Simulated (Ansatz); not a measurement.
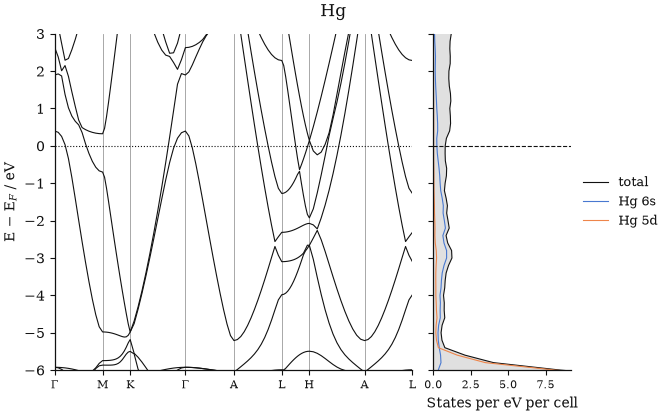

Band structure and density of states. Energies are counted from the Fermi level. The path runs straight from each named point to the next. The partial curves are projected on atomic shells; they sum to less than the total at higher energies, where shells without a projector contribute.

Calculation on Hg, space group P6/mmm, 3 atoms in the cell.

Method: DFT, PBEsol, all-electron LAPW, scalar-relativistic, no spin polarisation, 8×8×9 k mesh (Ansatz).

Q: Is there a gap at the Fermi level?

A: A metal: 4 bands cross the Fermi level along this path.

Q: What is the density of states at the Fermi level?

A: The density of states at the Fermi level is about 0.83 per eV and cell (mean within 0.25 eV), or 0.28 per atom.

The cell is at 8 GPa in this functional. Spin-orbit coupling is left out, which matters for Hg.
